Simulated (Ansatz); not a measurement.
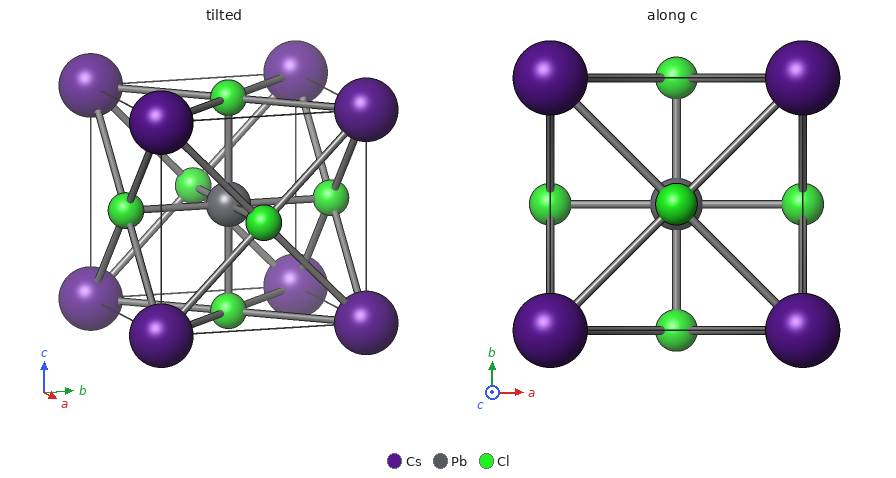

An orthographic ball-and-stick view of the structure, slightly off an axis and along the c axis. The outline marks the conventional unit cell. Cell: a = 5.74 Å, b = 5.74 Å, c = 5.74 Å, α = 90.00°, β = 90.00°, γ = 90.00°.

The structure was taken from a structure type known for this compound. Earlier steps of the study, as a rule a relaxation of our own, may have changed the cell and positions, so they can lie some per cent off the listed ones. It was run through Ansatz as a DFT input.

> State composition, symmetry and coordination.

It has the composition CsPbCl3. The symmetry is that of Pm-3m (No. 221), on a primitive cubic lattice. The arrangement is known as cubic perovskite. With Z = 1, the cell contains 1 Cs, 1 Pb, 3 Cl. The Cs atoms are each bonded to twelve Cl in a cuboctahedral arrangement at about 4.1 Å. Pb bonds to six Cl in an octahedral arrangement at about 2.9 Å. Cl bonds to four Cs and two Pb in a distorted octahedral arrangement (about 4.1 Å to Cs, 2.9 Å to Pb). The bonds build a three-dimensional framework.

Level of theory: DFT PBE, scalar-relativistic, plane waves, PAW in Ansatz 0.2.0. Settings were plane waves to 420 eV, a 6×6×6 grid in reciprocal space, Gaussian smearing of 0.05 eV, no spin polarisation.

> Classify it as metallic or gapped, with the value.

A semiconductor at this level, with a gap of 2.21 eV, direct.

> What are the atomic charges by Bader's partition?

Cs +0.90 e; Pb +1.27 e; Cl -0.72 e.

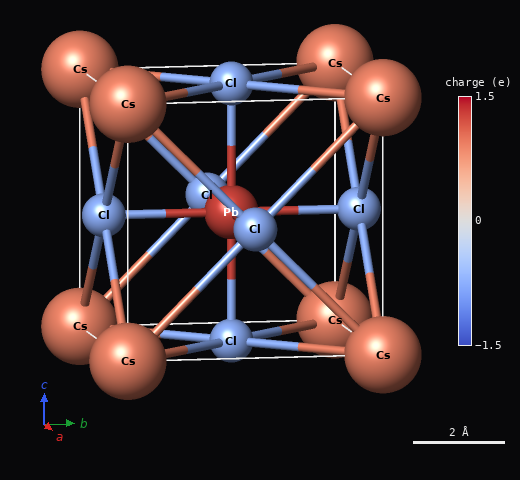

The atoms coloured by those charges. The run's cell of 5 atoms is drawn.

> Has the structure come to rest?

Yes. All forces vanish to within 0.01 eV/Å. The pressure is 0.0 GPa, close to zero.
